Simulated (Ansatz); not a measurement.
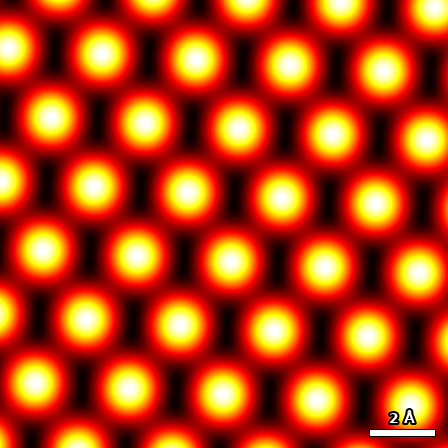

iDPC-like image of Ti (Fm-3m, No. 225). Simulated as the projected potential of neutral atoms (B = 0.5 Å²) blurred by a 1.28 Å probe, the thin-sample limit of integrated differential phase contrast. The display is stretched by a gamma of 0.8; percentages refer to the linear signal. Atomic positions: the input geometry of a calculation; the starting structure was generated, so it need not be a known form of this composition.

```cif
data_structure
_symmetry_space_group_name_H-M 'Fm-3m'
_symmetry_Int_Tables_number 225
_cell_length_a 4.1573
_cell_length_b 4.1573
_cell_length_c 4.1573
_cell_angle_alpha 90.000
_cell_angle_beta 90.000
_cell_angle_gamma 90.000
_cell_volume 71.85
loop_
_atom_site_label
_atom_site_type_symbol
_atom_site_symmetry_multiplicity
_atom_site_Wyckoff_symbol
_atom_site_fract_x
_atom_site_fract_y
_atom_site_fract_z
_atom_site_occupancy
Ti1 Ti 4 a 0.00000 0.00000 0.00000 1
```

**Which beam direction gives this image, [110], [111] or [221]? (Directions equivalent by symmetry count as one.)**

[110]. The projected cells are 2.55 × 2.55 Å, 109° for [110]; 1.70 × 1.70 Å, 120° for [111]; 0.98 × 1.55 Å, 108° for [221], and the image repeats as the [110] one does.
